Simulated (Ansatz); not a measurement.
Structure data:

```cif
data_structure
_symmetry_space_group_name_H-M 'P 1'
_symmetry_Int_Tables_number 1
_cell_length_a 2.7824
_cell_length_b 4.5437
_cell_length_c 10.5341
_cell_angle_alpha 90.000
_cell_angle_beta 95.051
_cell_angle_gamma 90.000
_cell_volume 132.66
loop_
_atom_site_label
_atom_site_type_symbol
_atom_site_fract_x
_atom_site_fract_y
_atom_site_fract_z
_atom_site_occupancy
Al1 Al 0.52083 0.25000 0.06250 1
Al2 Al 0.47917 0.75000 0.93750 1
Al3 Al 0.93750 0.25000 0.31250 1
Al4 Al 0.22917 0.75000 0.18750 1
Al5 Al 0.35417 0.25000 0.56250 1
Al6 Al 0.64583 0.75000 0.43750 1
Al7 Al 0.77083 0.25000 0.81250 1
Al8 Al 0.06250 0.75000 0.68750 1
```

Say what kind of structure these coordinates give.

The element is aluminium. The space group is P2_1/m (No. 11); the lattice is primitive monoclinic. The cell holds eight atoms. Around each Al lie eight Al at 2.62 to 2.78 Å. The bonds build a three-dimensional framework.

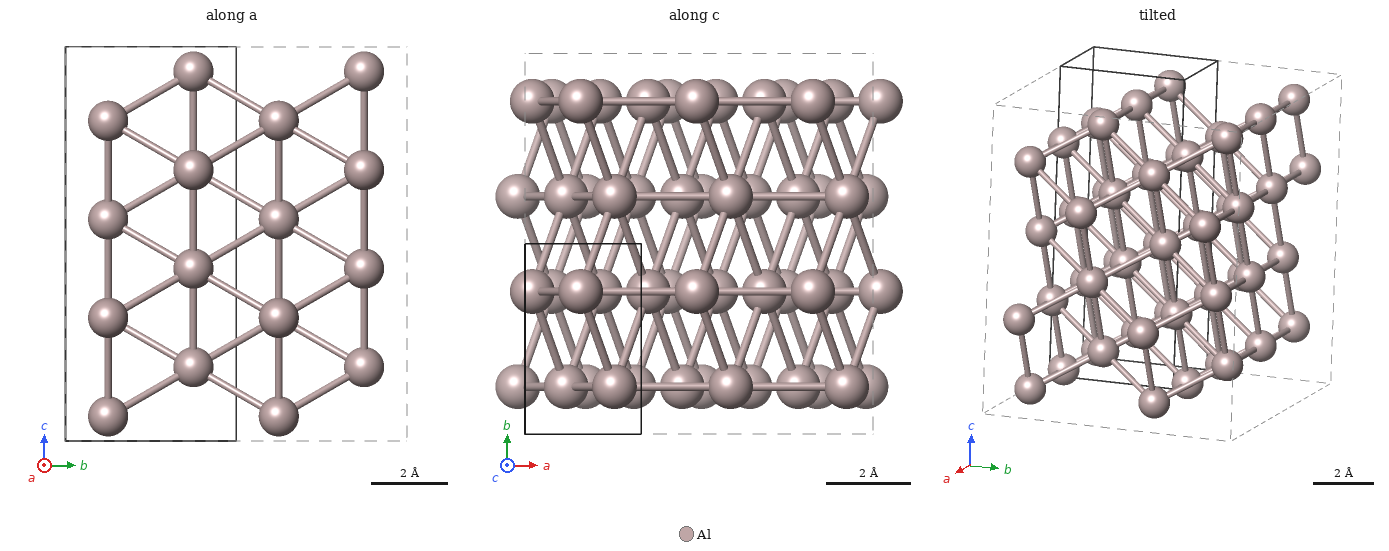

We look at a ball-and-stick model of the crystal along the a axis, along the c axis and slightly off an axis. A 3×2×1 array of cells is drawn; the conventional unit cell has the solid edges. Colours: aluminium light grey.

The structure comes from a structure listed in the Materials Project. The cell was then strained or its atoms displaced on purpose. It was the input of a calculation with Ansatz.
